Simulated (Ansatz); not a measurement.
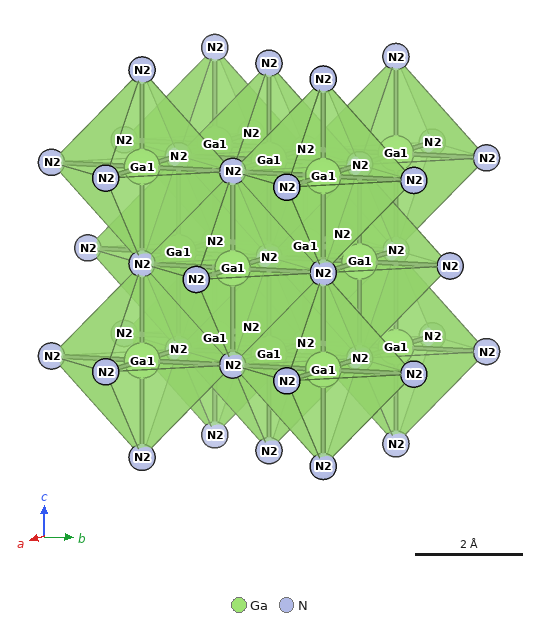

Figure 1. The structure as given in the input (polyhedral view of the cell 4 times as large as that of the calculation, set on its symmetry axes, seen slightly off an axis; polyhedra are completed across the faces of the cell; atoms are numbered from 1 in the order of the input).

**What a change does: single-point calculation on GaN**

System: GaN (2 atoms in the cell).
Method of run A: DFT, PBE, all-electron LAPW, scalar-relativistic, no spin polarisation (Ansatz 0.2.0).

Its volume is 0.64 times that of the source entry. Text and figures count atoms from 1; the logs count them from 0 in places.

Input file, run A:
```yaml
crystal:
  lattice:
    - [0.0, 1.8393059244, 1.8393059244]
    - [1.8393059244, 0.0, 1.8393059244]
    - [1.8393059244, 1.8393059244, 0.0]
  atoms:
    - { symbol: Ga, position: [0.0, 0.0, 0.0] }
    - { symbol: "N", position: [0.5, 0.5, 0.5] }
kpoints:
  mp_grid: { grid: [15, 15, 15] }
scf:
  occupations: { method: fermi_dirac, width: 0.1 }
hamiltonian:
  xc: pbe
  pseudopotentials: { kind: all_electron, lapw: { basis_error: 0.001 } }
output:
  forces: true
  stress: true
  eigenvalues: true
  populations: true
```

Command:
```bash
ansatz run input.yaml --threads 1 --pin off --max-ram 2048MiB --backend cpu --events-out ev --progress --plain --runs-dir out
```

Hardware: 1 thread of Arm Neoverse V1, 24 GiB of memory available, shared host.

Output, shortened to warnings, some set-up lines, iterations and results (run A):
```
Basis set: ecut = 478.0958276652593 eV, 307 PW (Γ), exchange–correlation at level 2
Symmetry: 48 space group operations
k-points: 120 of 3375
Initial density: superposition of atomic densities (chi_scale 0.1, normalization cell, long waves kept (reshape's long-wave potential 0.00 eV rms))
[...]
SCF iter   1: F=—  HF=-54388.847550 eV  |F-HF|=—  |Δ(HF+E_count)|=         —  Δρ=2.17e-1  dr2=5.07e0  ethr=1.81e-2  ⟨swp⟩=2.0  Hψ=14040  notcnv=0
SCF iter   2: F=—  HF=-54386.378857 eV  |F-HF|=—  |Δ(HF+E_count)|=    2.47e0  Δρ=3.13e-2  dr2=4.41e-2  ethr=1.57e-4  ⟨swp⟩=2.0  Hψ=11326  notcnv=0
SCF iter   3: F=—  HF=-54386.224541 eV  |F-HF|=—  |Δ(HF+E_count)|=         —  Δρ=1.68e-2  dr2=2.26e-2  ethr=1.57e-4  ⟨swp⟩=3.0  Hψ=6846  notcnv=0
SCF iter   4: F=—  HF=-54386.218682 eV  |F-HF|=—  |Δ(HF+E_count)|=   5.86e-3  Δρ=7.36e-3  dr2=3.69e-3  ethr=8.09e-5  ⟨swp⟩=2.0  Hψ=5986  notcnv=0
SCF iter   5: F=—  HF=-54386.218565 eV  |F-HF|=—  |Δ(HF+E_count)|=   1.18e-4  Δρ=6.90e-4  dr2=2.84e-5  ethr=1.32e-5  ⟨swp⟩=2.0  Hψ=5988  notcnv=0
SCF iter   6: F=—  HF=-54386.218585 eV  |F-HF|=—  |Δ(HF+E_count)|=   2.06e-5  Δρ=8.98e-5  dr2=2.70e-7  ethr=1.01e-7  ⟨swp⟩=2.2  Hψ=6021  notcnv=0
SCF iter   7: F=-54386.218585 eV  HF=-54386.218585 eV  |F-HF|=1.20e-9  |Δ(HF+E_count)|=   6.84e-8  Δρ=4.28e-6  dr2=5.50e-10  ethr=9.63e-10  ⟨swp⟩=3.0  Hψ=6434  notcnv=0
SCF 1 converged in 7 iterations: F = -54386.218585 eV  dr2 = 5.50e-10
SCF converged after 7 iterations
Free energy (F): -54386.218585 eV
Harris-Foulkes:  -54386.218585 eV  (|F-HF|=1.20e-9)
Internal energy: -54386.218585 eV  (E = F + TS)
E sigma→0 (E₀):  -54386.218585 eV
Fermi energy:    27.599359 eV
--- Per-component energies (eV) ---
  E_band       = -1092.312387
  E_kinetic    = 55479.990335
  E_xc         = -2260.657531
  E_electrostatic = -107605.551390  (all electrons and nuclei)
  E_smearing   = -0.000000  (= −TS)
  E_closure    = 0.000000  (closes the sum)
  E_atoms      = -54378.687074  (free atoms, spherical and without spin; not in F)
  Σ components = -54386.218585   (vs F -54386.218585, Δ=0.00e0)
  Basis errors (estimates in eV, not in F): energy 3.8e-4 per atom: plane waves 3.5e-4 (1.9e-4 summed), levels above the bands 1.3e-66, relativity 1.5e-8, radial functions 3.2e-5, core shells 1.3e-9; eigenvalues (radial functions only) 1.9e-5; not estimated: angular momenta, meshes, grids; target …
--- Forces (eV/Å), atoms counted from 1 ---
  atom   1  Ga    -0.00000000     0.00000000     0.00000000
  atom   2  N      0.00000000    -0.00000000    -0.00000000
  max |Σ_I F_I| component: 1.83e-29 eV/Å
--- Stress (GPa, compression-positive) ---
      252.915839      -0.000000      -0.000000
       -0.000000     252.915839       0.000000
       -0.000000       0.000000     252.915839
  P = ⅓ Tr σ = 252.9158 GPa (2529.158 kbar)
--- Löwdin populations: 2 sites ---
  site symbol       q [e]
     0     Ga     30.0028
     1      N      7.9533
  spilling = 0.001157 (of n_electrons = 38.000000)
```

For run B the input was changed thus:
```diff
-  pseudopotentials: { kind: all_electron, lapw: { basis_error: 0.001 } }
+  pseudopotentials: { kind: nc }
-  populations: true
```

How does run B compare with run A?

The total energies belong to different models, so their difference says nothing on which is more stable or more accurate. The pressure goes from 252.92 to 254.12 GPa. The number of SCF iterations is the same. The plane waves at Γ go from 307 to 1243. On the same kind of shared host run B took about 0.32 times as long.

Output, shortened to warnings, some set-up lines, iterations and results (run B):
```
Basis set: ecut = 1240 eV, 1243 PW (Γ), exchange–correlation on 60×60×60 points (8 copies of the dense FFT grid, shifted against one another)
Symmetry: 48 space group operations
k-points: 120 of 3375
Initial density: superposition of atomic densities (chi_scale 0.1, normalization cell, long waves kept (reshape's long-wave potential 0.00 eV rms))
[...]
SCF iter   1: F=—  HF=-2372.852154 eV  |F-HF|=—  |Δ(HF+E_count)|=         —  Δρ=1.87e-1  dr2=3.51e0  ethr=3.10e-3  ⟨swp⟩=5.3  Hψ=9519  notcnv=0
SCF iter   2: F=—  HF=-2371.703059 eV  |F-HF|=—  |Δ(HF+E_count)|=    1.15e0  Δρ=5.36e-2  dr2=1.32e-1  ethr=3.10e-3  ⟨swp⟩=3.0  Hψ=4542  notcnv=0
SCF iter   3: F=—  HF=-2371.671711 eV  |F-HF|=—  |Δ(HF+E_count)|=   3.13e-2  Δρ=2.02e-2  dr2=1.54e-2  ethr=7.34e-4  ⟨swp⟩=2.2  Hψ=2749  notcnv=0
SCF iter   4: F=—  HF=-2371.673286 eV  |F-HF|=—  |Δ(HF+E_count)|=   1.57e-3  Δρ=3.23e-3  dr2=3.81e-4  ethr=8.54e-5  ⟨swp⟩=1.0  Hψ=1560  notcnv=0
SCF iter   5: F=—  HF=-2371.673364 eV  |F-HF|=—  |Δ(HF+E_count)|=   7.84e-5  Δρ=2.94e-4  dr2=2.00e-6  ethr=2.12e-6  ⟨swp⟩=2.3  Hψ=2658  notcnv=0
SCF iter   6: F=—  HF=-2371.673366 eV  |F-HF|=—  |Δ(HF+E_count)|=   2.04e-6  Δρ=7.64e-5  dr2=2.39e-7  ethr=5.56e-10  ⟨swp⟩=7.9  Hψ=9106  notcnv=0
SCF iter   7: F=-2371.673366 eV  HF=-2371.673366 eV  |F-HF|=1.40e-9  |Δ(HF+E_count)|=   6.24e-8  Δρ=8.08e-6  dr2=2.87e-9  ethr=5.56e-10  ⟨swp⟩=4.3  Hψ=5498  notcnv=0
SCF 1 converged in 7 iterations: F = -2371.673366 eV  dr2 = 2.87e-9
SCF converged after 7 iterations
Free energy (F): -2371.673366 eV
Harris-Foulkes:  -2371.673366 eV  (|F-HF|=1.40e-9)
Internal energy: -2371.673366 eV  (E = F + TS)
E sigma→0 (E₀):  -2371.673366 eV
Fermi energy:    26.104712 eV
--- Per-component energies (eV) ---
  E_band       = 220.305591
  E_kinetic    = 1960.556332
  E_local      = -1156.177922  (includes V_loc(G=0)·N_el)
  E_nonlocal   = -850.964472
  E_hartree    = 372.993594
  E_xc         = -679.943935
  E_vxc        = -479.094945  (∫ρ·V_xc dr)
  E_ewald      = -2018.136964
  E_smearing   = -0.000000  (= −TS)
  E_closure    = 0.000000  (closes the sum)
  Σ components = -2371.673366   (vs F -2371.673366, Δ=0.00e0)
--- Forces (eV/Å), atoms counted from 1 ---
  atom   1  Ga    -0.00000000     0.00000000     0.00000000
  atom   2  N      0.00000000    -0.00000000     0.00000000
  max |Σ_I F_I| component: 5.59e-30 eV/Å
--- Stress (GPa, compression-positive) ---
      254.116166      -0.000000       0.000000
       -0.000000     254.116166      -0.000000
        0.000000      -0.000000     254.116166
  P = ⅓ Tr σ = 254.1162 GPa (2541.162 kbar)
```

The two runs side by side:

```tsv
quantity	run A	run B
outcome	converged	converged
free energy per atom (eV)	−27193.1093	−1185.8367
gap on the mesh (eV)	3.85	3.86
pressure (GPa)	252.92	254.12
largest force (eV/Å)	0.000	0.000
SCF iterations	7	7
irreducible k-points	120	120
plane waves at Γ	307	1243
wall time (shared host)	19 s	6.3 s
```

For run A: The cell is under a pressure of 253 GPa at this level, so it is not at its equilibrium volume. For run B: The cell is under a pressure of 254 GPa at this level, so it is not at its equilibrium volume.
